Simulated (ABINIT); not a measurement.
GaP: geometry relaxation (part 1 of 2)

System: GaP (F-43m, 2 atoms in the cell).
Method: Kohn-Sham DFT of a periodic cell, PBE, spin-orbit coupling, JTH PAW PBE v2.0, no spin polarisation (ABINIT 10.8.3).

The structure derives from an entry of the Crystallography Open Database.

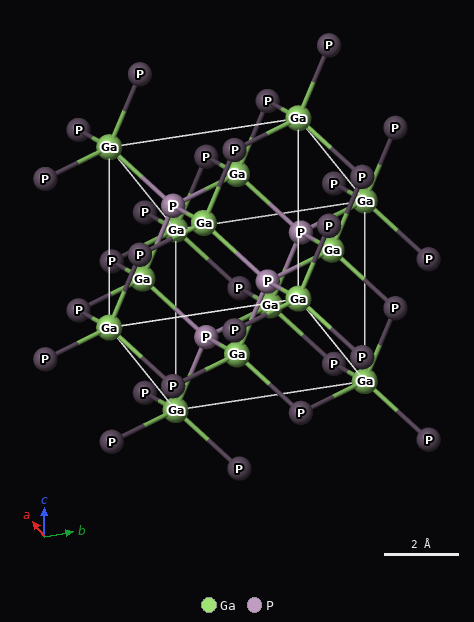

The structure as given in the input (ball-and-stick view of the cell 4 times as large as that of the calculation, set on its symmetry axes, seen at an oblique angle; neighbours outside the cell are drawn fainter).

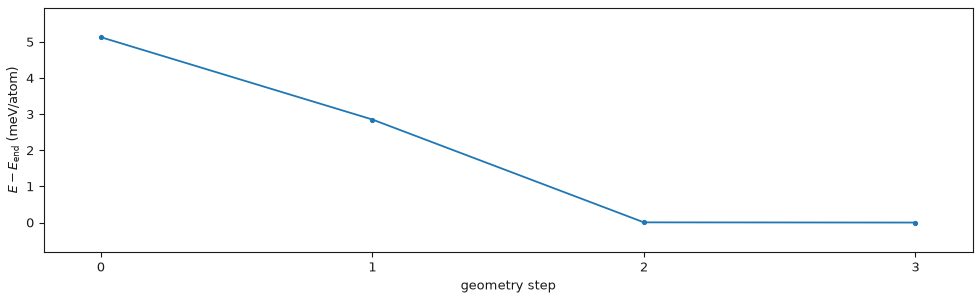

Progress of the relaxation, step by step (steps are counted from 0).

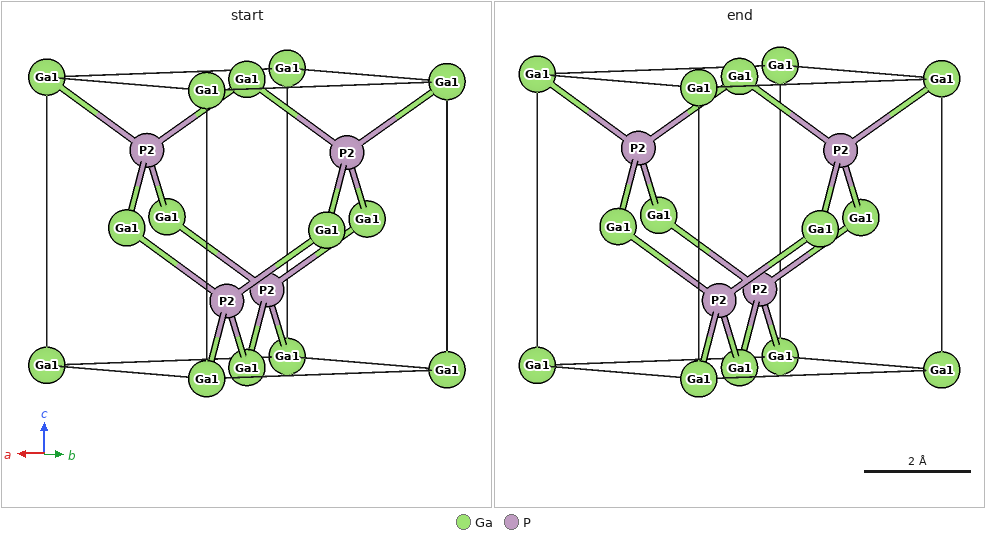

Before (left) and after (right) the relaxation, at one scale (ball-and-stick view of the cell 4 times as large as that of the calculation, set on its symmetry axes, seen at an oblique angle). The atoms keep their places relative to the cell (all moves are under 0.005 Å). The drawn cell changes as follows: a = b = c 5.450 → 5.508 Å (+1.1 %); the volume changes by +3.2 %. Distances before and after: Ga1–P2 2.360 → 2.385 Å. The space group stays F-43m (No. 216). Over 3 geometry steps the energy falls by 5.1 meV per atom. All forces vanish by symmetry, so only the cell relaxes. (Atoms are counted from 1 in the order of the input.)

The input that produced these results follows, with the program's output.

Input:
```
# Pseudopotentials
pp_dirpath "./"
pseudos "Ga.GGA_PBE-JTH.xml, P.GGA_PBE-JTH.xml"

# Structure
acell 7.2831660764 7.2831660764 7.2831660764
rprim
     0.0000000000     0.7071067812     0.7071067812
     0.7071067812     0.0000000000     0.7071067812
     0.7071067812     0.7071067812     0.0000000000
ntypat 2
znucl 31 15
natom 2
typat 1 2
chkprim 0
chksymtnons 0
tolsym 1.0e-6
xred
            0.0            0.0            0.0
            3/4            3/4            3/4

# Plane-wave basis
ecut 544.227725 eV
pawecutdg 40.0
ecutsm 0.5

# k points
kptopt 4
ngkpt 6 6 6
nshiftk 1
shiftk 0.0 0.0 0.0

# Exchange and correlation
ixc 11

# Bands and occupations
nband 26
occopt 3
tsmear 0.05 eV

# Spin
nspinor 2
nspden 1
pawspnorb 1

# SCF cycle
nstep 80
tolvrs 1.0e-10

# Output
iomode 3
prteig 0
prtebands 0
prtwf 0
prtden 0

# Relaxation
ionmov 2
optcell 2
ntime 50
tolmxf 2.0e-5
dilatmx 1.08
```

Launched with:
```bash
abinit run.abi > log 2>&1
```

The program's output:
```
.Version 10.8.3 of ABINIT
 Symmetries : space group F2 3 (#196); Bravais cF (face-center cubic)
================================================================================
 Values of the parameters that define the memory need of the present run
     intxc =       0    ionmov =       2      iscf =      17    lmnmax =      18
     lnmax =       6     mgfft =      32  mpssoang =       3    mqgrid =    3001
     natom =       2  nloc_mem =       2    nspden =       1   nspinor =       2
    nsppol =       1      nsym =      12    n1xccc =       1    ntypat =       2
    occopt =       3   xclevel =       2
       mpw =        1484          nfft =       32768          nkpt =          25
 PAW method is used; the additional fine FFT grid is defined by:
   mgfftf=        48    nfftf =    110592
================================================================================
================================================================================

--------------------------------------------------------------------------------
------------- Echo of variables that govern the present computation ------------
--------------------------------------------------------------------------------
 -outvars: echo values of preprocessed input variables --------
            acell      7.2831660764E+00  7.2831660764E+00  7.2831660764E+00 Bohr
              amu      6.97230000E+01  3.09737620E+01
          chkprim           0
      chksymtnons           0
          dilatmx      1.08000000E+00
             ecut      2.00000000E+01 Hartree
           ecutsm      5.00000000E-01 Hartree
           ionmov           2
              ixc          11
           kptopt           4
         kptrlatt        6    0    0      0    6    0      0    0    6
          kptrlen      4.36989965E+01
            natom           2
            nband          26
            ngfft          32      32      32
          ngfftdg          48      48      48
             nkpt          25
          nspinor           2
            nstep          80
             nsym          12
            ntime          50
           ntypat           2
           occopt           3
          optcell           2
        pawcpxocc           2
        pawecutdg      4.00000000E+01 Hartree
        pawspnorb           1
         pawxcdev           0
           prtden           0
        prtebands           0
           prteig           0
            prtwf           0
            rprim      0.0000000000E+00  7.0710678120E-01  7.0710678120E-01
                       7.0710678120E-01  0.0000000000E+00  7.0710678120E-01
                       7.0710678120E-01  7.0710678120E-01  0.0000000000E+00
          spgroup         196
           tolmxf      2.00000000E-05
           tolsym      1.00000000E-06
           tolvrs      1.00000000E-10
           tsmear      1.83746611E-03 Hartree
            typat      1  2
           useylm           1
           xangst      0.0000000000E+00  0.0000000000E+00  0.0000000000E+00
                       4.0878749973E+00  4.0878749973E+00  4.0878749973E+00
            xcart      0.0000000000E+00  0.0000000000E+00  0.0000000000E+00
                       7.7249641818E+00  7.7249641818E+00  7.7249641818E+00
             xred      0.0000000000E+00  0.0000000000E+00  0.0000000000E+00
                       7.5000000000E-01  7.5000000000E-01  7.5000000000E-01
            znucl       31.00000   15.00000

================================================================================

 chkinp: Checking input parameters for consistency.

================================================================================
== DATASET  1 ==================================================================

--- !DatasetInfo
iteration_state: {dtset: 1, }
dimensions: {natom: 2, nkpt: 25, mband: 26, nsppol: 1, nspinor: 2, nspden: 1, mpw: 1484, }
cutoff_energies: {ecut:  20.0, pawecutdg:  40.0, }
electrons: {nelect:   1.80000000E+01, charge:   0.00000000E+00, occopt:   3.00000000E+00, tsmear:   1.83746611E-03, }
meta: {optdriver: 0, ionmov: 2, optcell: 2, iscf: 17, paral_kgb: 0, }
...

 Exchange-correlation functional for the present dataset will be:
  GGA: Perdew-Burke-Ernzerhof functional - ixc=11
  J.P.Perdew, K.Burke, M.Ernzerhof, PRL 77, 3865 (1996)

 Real(R)+Recip(G) space primitive vectors, cartesian coordinates (Bohr,Bohr^-1):
 R(1)=  0.0000000  5.1499761  5.1499761  G(1)= -0.0970878  0.0970878  0.0970878
 R(2)=  5.1499761  0.0000000  5.1499761  G(2)=  0.0970878 -0.0970878  0.0970878
 R(3)=  5.1499761  5.1499761  0.0000000  G(3)=  0.0970878  0.0970878 -0.0970878
 Unit cell volume ucvol=  2.7317795E+02 bohr^3
 Angles (23,13,12)=  6.00000000E+01  6.00000000E+01  6.00000000E+01 degrees

 Coarse grid specifications (used for wave-functions):

 getcut: wavevector=  0.0000  0.0000  0.0000  ngfft=  32  32  32
         ecut(hartree)=     23.328   => boxcut(ratio)=   2.02081

 Fine grid specifications (used for densities):

 getcut: wavevector=  0.0000  0.0000  0.0000  ngfft=  48  48  48
         ecut(hartree)=     46.656   => boxcut(ratio)=   2.14339

--- Pseudopotential description ------------------------------------------------
- pspini: atom type   1  psp file is ./Ga.GGA_PBE-JTH.xml
 Pseudopotential format is: paw10
 basis_size (lnmax)=  6 (lmn_size= 18), orbitals=   0   0   1   1   2   2
 Spheres core radius: rc_sph= 2.10359248
 Shapefunction is BESSEL type: shapef(r,l)=aa(1,l)*jl(q(1,l)*r)+aa(2,l)*jl(q(2,l)*r)
 Radius for shape functions =  1.80829011
 Compensation charge density is not taken into account in XC energy/potential

- pspini: atom type   2  psp file is ./P.GGA_PBE-JTH.xml
 Pseudopotential format is: paw10
 basis_size (lnmax)=  4 (lmn_size=  8), orbitals=   0   0   1   1
 Spheres core radius: rc_sph= 1.60765221
 Shapefunction is SIN type: shapef(r)=[sin(pi*r/rshp)/(pi*r/rshp)]**2
 Radius for shape functions =  1.60765221
 Compensation charge density is not taken into account in XC energy/potential

   4.33120550E+02                                ecore*ucvol(ha*bohr**3)
--------------------------------------------------------------------------------

================================================================================

=== [ionmov= 2] Broyden-Fletcher-Goldfarb-Shanno method (forces)
================================================================================

--- Iteration: ( 1/50) Internal Cycle: (1/1)
--------------------------------------------------------------------------------

---SELF-CONSISTENT-FIELD CONVERGENCE--------------------------------------------

--- !BeginCycle
iteration_state: {dtset: 1, itime: 1, icycle: 1, }
solver: {iscf: 17, nstep: 80, nline: 4, wfoptalg: 10, }
tolerances: {tolvrs: 1.00E-10, }
...

     iter   Etot(hartree)      deltaE(h)  residm     nres2
 ETOT  1  -85.708157073222    -8.571E+01 1.177E-01 4.852E+00
 ETOT  2  -85.774529799668    -6.637E-02 1.788E-02 5.748E-01
 ETOT  3  -85.774207253437     3.225E-04 1.807E-03 6.166E-02
 ETOT  4  -85.774266475720    -5.922E-05 1.300E-03 8.018E-03
 ETOT  5  -85.774281172273    -1.470E-05 1.295E-03 1.720E-03
 ETOT  6  -85.774304973475    -2.380E-05 2.542E-04 6.353E-05
 ETOT  7  -85.774305000340    -2.686E-08 2.008E-04 5.578E-06
 ETOT  8  -85.774305092945    -9.261E-08 3.364E-05 2.049E-07
 ETOT  9  -85.774305094516    -1.571E-09 2.629E-05 1.606E-08
 ETOT 10  -85.774305094667    -1.509E-10 4.527E-06 1.468E-09
 ETOT 11  -85.774305094689    -2.213E-11 3.663E-06 2.530E-10
 ETOT 12  -85.774305094689    -6.395E-13 6.345E-07 3.903E-11

 At SCF step   12       nres2   =  3.90E-11 < tolvrs=  1.00E-10 =>converged.

 Cartesian components of stress tensor (hartree/bohr^3)
  sigma(1 1)= -8.85540384E-05  sigma(3 2)=  0.00000000E+00
  sigma(2 2)= -8.85540384E-05  sigma(3 1)=  0.00000000E+00
  sigma(3 3)= -8.85540384E-05  sigma(2 1)=  0.00000000E+00

--- !ResultsGS
iteration_state: {dtset: 1, itime: 1, icycle: 1, }
comment   : Summary of ground state results
lattice_vectors:
- [  0.0000000,   5.1499761,   5.1499761, ]
- [  5.1499761,   0.0000000,   5.1499761, ]
- [  5.1499761,   5.1499761,   0.0000000, ]
lattice_lengths: [   7.28317,    7.28317,    7.28317, ]
lattice_angles: [ 60.000,  60.000,  60.000, ] # degrees, (23, 13, 12)
lattice_volume:   2.7317795E+02
convergence: {deltae: -6.395E-13, res2:  3.903E-11, residm:  6.345E-07, diffor: null, }
etotal    :  -8.57743051E+01
entropy   :   0.00000000E+00
fermie    :   2.18714622E-01
cartesian_stress_tensor: # hartree/bohr^3
- [ -8.85540384E-05,   0.00000000E+00,   0.00000000E+00, ]
- [  0.00000000E+00,  -8.85540384E-05,   0.00000000E+00, ]
- [  0.00000000E+00,   0.00000000E+00,  -8.85540384E-05, ]
pressure_GPa:   2.6053E+00
xred      :
- [  0.0000E+00,   0.0000E+00,   0.0000E+00, Ga]
- [  7.5000E-01,   7.5000E-01,   7.5000E-01,  P]
cartesian_forces: # hartree/bohr
- [ -2.55295975E-31,   6.63769535E-31,  -2.55295975E-31, ]
- [  2.55295975E-31,  -6.63769535E-31,   2.55295975E-31, ]
force_length_stats: {min:   7.55607084E-31, max:   7.55607084E-31, mean:   7.55607084E-31, }
...

 Integrated electronic density in atomic spheres:
 ------------------------------------------------
 Atom  Sphere_radius  Integrated_density
    1        2.10359         11.07700351
    2        1.60765          1.57415413

---OUTPUT-----------------------------------------------------------------------

 Cartesian coordinates (xcart) [bohr]
  0.00000000000000E+00  0.00000000000000E+00  0.00000000000000E+00
  7.72496418184235E+00  7.72496418184235E+00  7.72496418184235E+00
 Reduced coordinates (xred)
  0.00000000000000E+00  0.00000000000000E+00  0.00000000000000E+00
  7.50000000000000E-01  7.50000000000000E-01  7.50000000000000E-01
 Cartesian forces (fcart) [Ha/bohr]; max,rms= 6.63770E-31 4.36250E-31 (free atoms)
 -2.55295975052946E-31  6.63769535137660E-31 -2.55295975052946E-31
  2.55295975052946E-31 -6.63769535137660E-31  2.55295975052946E-31
 Gradient of E wrt nuclear positions in reduced coordinates (gred)
 -2.10362908058936E-30  2.62953635073671E-30 -2.10362908058936E-30
  2.10362908058936E-30 -2.62953635073671E-30  2.10362908058936E-30
 Scale of Primitive Cell (acell) [bohr]
  7.28316607640000E+00  7.28316607640000E+00  7.28316607640000E+00
 Real space primitive translations (rprimd) [bohr]
  0.00000000000000E+00  5.14997612122824E+00  5.14997612122824E+00
  5.14997612122824E+00  0.00000000000000E+00  5.14997612122824E+00
  5.14997612122824E+00  5.14997612122824E+00  0.00000000000000E+00
 Unitary Cell Volume (ucvol) [Bohr^3]=  2.73177950069275E+02
 Angles (23,13,12)= [degrees]
  6.00000000000000E+01  6.00000000000000E+01  6.00000000000000E+01
 Lengths [Bohr]
  7.28316607653856E+00  7.28316607653856E+00  7.28316607653856E+00
 Stress tensor in cartesian coordinates (strten) [Ha/bohr^3]
 -8.85540383746023E-05  0.00000000000000E+00  0.00000000000000E+00
  0.00000000000000E+00 -8.85540383746032E-05  0.00000000000000E+00
  0.00000000000000E+00  0.00000000000000E+00 -8.85540383746015E-05
 Total energy (etotal) [Ha]= -8.57743050946893E+01

--- Iteration: ( 2/50) Internal Cycle: (1/1)
--------------------------------------------------------------------------------

---SELF-CONSISTENT-FIELD CONVERGENCE--------------------------------------------

--- !BeginCycle
iteration_state: {dtset: 1, itime: 2, icycle: 1, }
solver: {iscf: 17, nstep: 80, nline: 4, wfoptalg: 10, }
tolerances: {tolvrs: 1.00E-10, }
...

     iter   Etot(hartree)      deltaE(h)  residm     nres2
 ETOT  1  -85.775775238914    -8.578E+01 2.222E-05 3.367E-01
 ETOT  2  -85.774621574612     1.154E-03 1.055E-05 2.288E-02
 ETOT  3  -85.774479562993     1.420E-04 6.703E-05 8.857E-03
 ETOT  4  -85.774464984148     1.458E-05 1.113E-05 8.884E-04
 ETOT  5  -85.774471595936    -6.612E-06 4.277E-07 6.033E-05
 ETOT  6  -85.774472441871    -8.459E-07 3.576E-08 1.121E-05
 ETOT  7  -85.774472625966    -1.841E-07 3.076E-09 4.504E-07
 ETOT  8  -85.774472630326    -4.360E-09 1.615E-09 4.125E-08
 ETOT  9  -85.774472630945    -6.195E-10 9.616E-11 7.977E-09
 ETOT 10  -85.774472630968    -2.257E-11 7.574E-11 5.982E-10
 ETOT 11  -85.774472630975    -7.546E-12 2.806E-12 1.307E-11

 At SCF step   11       nres2   =  1.31E-11 < tolvrs=  1.00E-10 =>converged.

 Cartesian components of stress tensor (hartree/bohr^3)
  sigma(1 1)= -6.50087195E-05  sigma(3 2)=  0.00000000E+00
  sigma(2 2)= -6.50087195E-05  sigma(3 1)=  0.00000000E+00
  sigma(3 3)= -6.50087195E-05  sigma(2 1)=  0.00000000E+00
```
